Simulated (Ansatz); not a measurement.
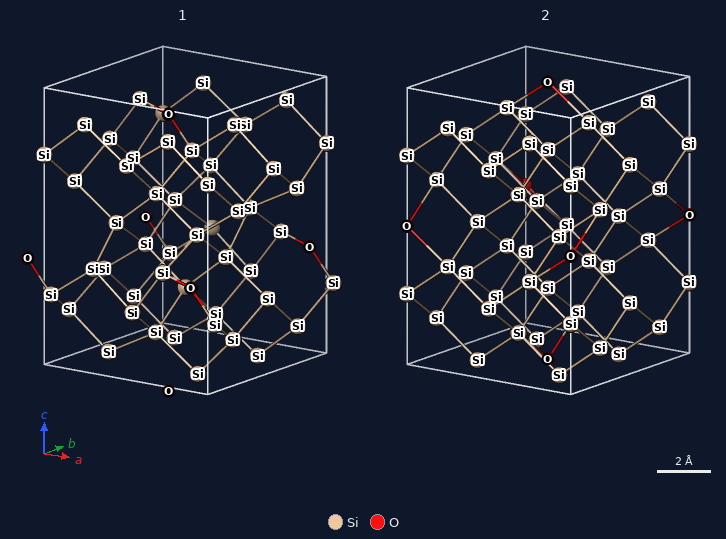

Two geometries of a defect cell of composition Si16O, drawn at one scale. One is the start of a relaxation, the other its converged end. A ball-and-stick model of the larger cell on standard axes (2 times the calculation's cell) (origin shifted), seen from a free direction.

Theory: DFT PBEsol, scalar-relativistic, plane waves, PAW in Ansatz 0.2.0. (plane-wave cutoff 420 eV; k-point mesh 2 × 2 × 2; occupations gaussian; smearing width 0.05 eV; collinear spin; atoms relaxed in a fixed cell; force threshold 0.03 eV/Å; at most 60 steps)

Which of the two is the end point?

Structure 1 is the relaxed one. It is an interstitial O in diamond Si. The run prepares an end point of a later path (interstitial hop) calculation, from a guessed geometry. The atoms of the start lie slightly off their symmetric places, so part of the fall in energy undoes that. The energy falls by 3.483 eV per cell of the calculation in 17 geometry steps. The largest force component goes from 0.44 to 0.024 eV/Å. The atom that moves furthest is the O atom (1.39 Å along [−1 −1 −2]). Largest moves by element: O 1.39 Å, Si 0.39 Å. The lattice vectors keep their values. Some distances before and after: O–Si 2.389 → 3.530 Å, O–Si 2.662 → 1.662 Å, O–Si 2.375 → 3.060 Å, O–Si 2.331 → 1.662 Å. New bonds form, among them: O–Si (2.66 → 1.66 Å). Bond angles that change, for instance: Si–Si–Si 109.5° → 91.9°, Si–Si–Si 109.5° → 121.7°, Si–Si–Si 109.5° → 118.8°. The program noted that the starting moments weren't kept. The run took 2.9 min on 2 threads of Arm Neoverse V1, on a shared host, peak memory 0.76 GiB.

Limits of the set-up: the periodic images lie only 7.7 Å apart, so the values are limited by the cell's size.
